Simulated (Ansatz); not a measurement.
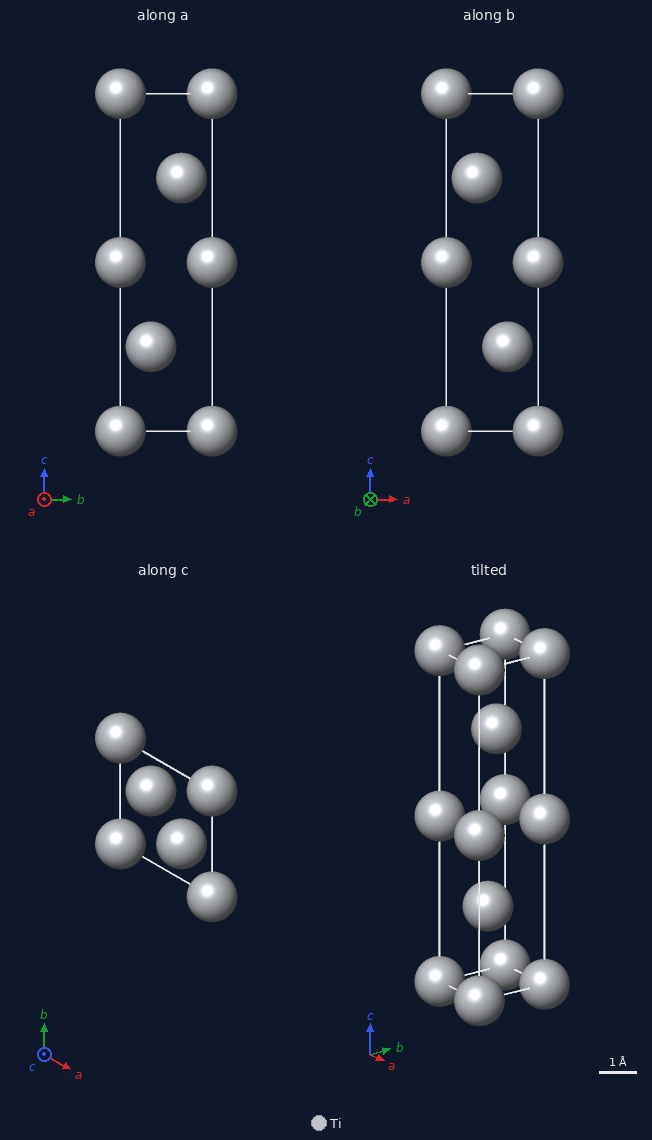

The crystal in a spheres-only representation, seen along the a axis, along the b axis, along the c axis and slightly off an axis. The conventional unit cell is drawn as a box.

Lattice parameters: a = 2.9364 Å, b = 2.9364 Å, c = 9.3634 Å, α = 90.000°, β = 90.000°, γ = 120.000°.

> Record the structure as a CIF in P1 with every atom of the cell.

```cif
data_structure
_symmetry_space_group_name_H-M 'P 1'
_symmetry_Int_Tables_number 1
_cell_length_a 2.9364
_cell_length_b 2.9364
_cell_length_c 9.3634
_cell_angle_alpha 90.000
_cell_angle_beta 90.000
_cell_angle_gamma 120.000
_cell_volume 69.92
loop_
_atom_site_label
_atom_site_type_symbol
_atom_site_fract_x
_atom_site_fract_y
_atom_site_fract_z
_atom_site_occupancy
Ti1 Ti 0.0000 0.0000 0.5000 1
Ti2 Ti 0.0000 0.0000 0.0000 1
Ti3 Ti 0.3333 0.6667 0.7500 1
Ti4 Ti 0.6667 0.3333 0.2500 1
```

It derives from a structure type filled with this element by a generator (whether the element takes this form wasn't checked). The geometry was optimised with Ansatz 0.2.0, DFT PBE, scalar-relativistic, plane waves, PAW.
